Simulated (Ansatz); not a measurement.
This input was run:

```
crystal:
  lattice:
    - [4.308045, 0.0, 0.0]
    - [0.0, 10.459533, 0.0]
    - [0.0, 0.0, 3.656829]
  atoms:
    - { symbol: Ge, position: [0.106, 0.121, 0.25] }
    - { symbol: Ge, position: [0.894, 0.879, 0.75] }
    - { symbol: Ge, position: [0.606, 0.379, 0.75] }
    - { symbol: Ge, position: [0.394, 0.621, 0.25] }
    - { symbol: S, position: [0.503, 0.852, 0.25] }
    - { symbol: S, position: [0.497, 0.148, 0.75] }
    - { symbol: S, position: [0.003, 0.648, 0.75] }
    - { symbol: S, position: [0.997, 0.352, 0.25] }
  symmetry: { tolerance: 0.0003 }
kpoints:
  mp_grid: { grid: [6, 3, 7], shift: [0, 0, 0] }
  band_path:
    path:
      - [0.0, 0.0, 0.0]
      - [0.0, 0.5, 0.0]
      - [0.0, 0.5, 0.5]
      - [0.0, 0.0, 0.5]
      - [0.0, 0.0, 0.0]
      - [0.5, 0.0, 0.0]
      - [0.5, 0.5, 0.0]
      - [0.5, 0.5, 0.5]
      - [0.5, 0.0, 0.5]
      - [0.5, 0.0, 0.0]
      - [0.0, 0.5, 0.0]
    npoints: 6
magnetization:
  spin_polarized: false
scf:
  occupations: { method: gaussian, width: 0.0419 }
  lower_state_search: "off"
  max_iter: 200
hamiltonian:
  pseudopotentials: { kind: paw }
  xc: r2scan
basis:
  ecutwfc: 500
  fft_grid_basis: typed
output:
  forces: true
  stress: true
  eigenvalues: true
  bader: true
  populations: true
  elf: true
  write_potential: true
  volumetric_format: npy
  dos:
    e_range: [-12, 8]
    de: 0.05
    projected: { site_lists: { Ge: [Ge], S: [S] } }
checkpoint:
  read: saved_state
```

What will the band structure look like? The path is Γ–X–S–Y–Γ–Z–U–R–T–Z–X.

A semiconductor. The gap along this path is 1.15 eV and indirect, from the valence-band top between Γ and Z to the conduction-band bottom at Γ; the smallest direct gap is 1.24 eV, at Γ. The direct gaps are 2.73 eV at Y, 2.21 eV at U and 2.21 eV at Z.

The atoms aren't at rest in this cell (largest force 0.7 eV/Å), so the relaxed material can differ.

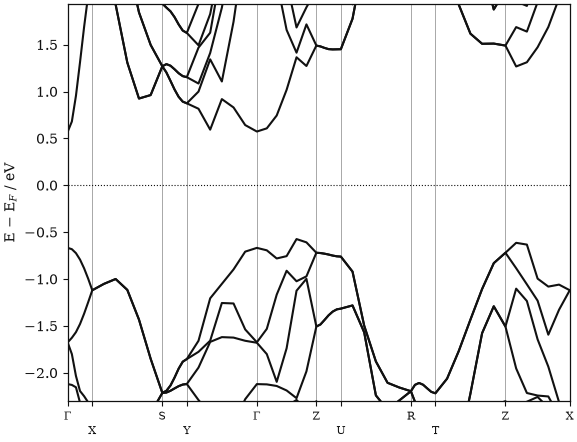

Band structure. Energies are counted from the Fermi level. The path runs straight from each named point to the next. The path has few k points, so lines between them are rough.

Figure made from data computed with Ansatz.
